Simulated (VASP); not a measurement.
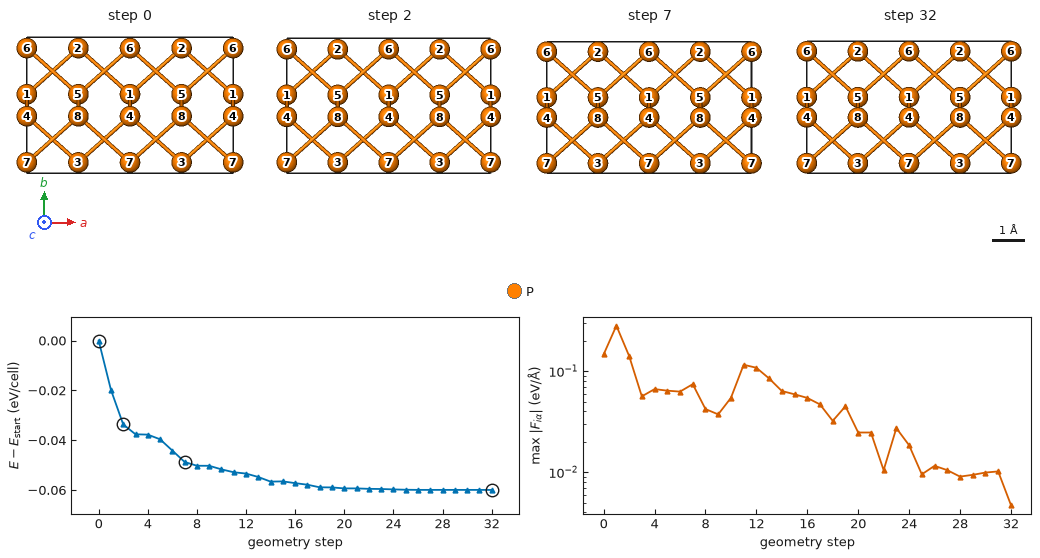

Frames of a relaxation of a slab of composition P, marked on the history of the run. The picture is a ball-and-stick view of the 2 × 1 repeat of the cell, outlined in the plane, without the vacuum, seen along the c axis.

The run lets cell and atoms move.

All numbers below come from Kohn-Sham DFT of a periodic cell, LDA, VASP PAW LDA potentials, recommended in VASP 6.6.1.

Input
```
ALGO = Normal
EDIFF = 1E-6
EDIFFG = -0.01
ENCUT = 600
GGA = CA
IBRION = 2
ISIF = 3
ISMEAR = 0
KPAR = 4
LASPH = T
LATTICE_CONSTRAINTS = .TRUE. .TRUE. .FALSE.
LCHARG = F
LREAL = F
LWAVE = F
NELM = 80
NSW = 90
PREC = Accurate
SIGMA = 0.03
```

Run as
```bash
cat potpaw_LDA.64/P/POTCAR > POTCAR
mpirun -np 4 vasp_std > vasp.out
```

> What happens along the run?

The largest moves relative to the cell and the layer's centre, 0.10 Å, are those of P3, P4, P5 and P6. P3 goes at 11° to the normal (+c side). In the plane the drawn cell goes a 6.633 → 6.571 Å (−0.9 %), b 4.379 → 4.249 Å (−3.0 %). Among the contacts that change: P1–P2 2.225 → 2.203 Å, P3–P4 2.225 → 2.209 Å, P1–P4 2.245 → 2.233 Å. Over 32 geometry steps the energy falls by 59.9 meV per cell of the calculation. The largest force component goes from 0.15 to 0.0047 eV/Å. From step 0 to 2: energy −33.6 meV per cell of the calculation. From step 2 to 7: P atoms move most (0.04 Å), energy −15.0 meV per cell of the calculation. From step 7 to 32: P atoms move most (0.07 Å), energy −11.2 meV per cell of the calculation.

| step | E − E(0), meV/atom | largest force component, eV/Å |
| --- | --- | --- |
| 0 | 0.00 | 0.1466 |
| 1 | -2.47 | 0.2819 |
| 2 | -4.21 | 0.1415 |
| 3 | -4.70 | 0.0563 |
| 4 | -4.71 | 0.0664 |
| 5 | -4.95 | 0.0641 |
| 6 | -5.51 | 0.0627 |
| 7 | -6.09 | 0.0743 |
| 8 | -6.28 | 0.0421 |
| 9 | -6.28 | 0.0373 |
| 10 | -6.46 | 0.0544 |
| 11 | -6.60 | 0.1157 |
| 12 | -6.67 | 0.1081 |
| 13 | -6.84 | 0.0847 |
| 15 | -7.06 | 0.0590 |
| 16 | -7.15 | 0.0543 |
| 17 | -7.23 | 0.0468 |
| 18 | -7.36 | 0.0322 |
| 19 | -7.36 | 0.0449 |
| 20 | -7.41 | 0.0247 |
| 22 | -7.43 | 0.0105 |
| 23 | -7.44 | 0.0273 |
| 24 | -7.46 | 0.0185 |
| 25 | -7.48 | 0.0095 |
| 26 | -7.49 | 0.0115 |
| 27 | -7.49 | 0.0105 |
| 29 | -7.49 | 0.0094 |
| 30 | -7.49 | 0.0099 |
| 31 | -7.49 | 0.0102 |
| 32 | -7.49 | 0.0047 |
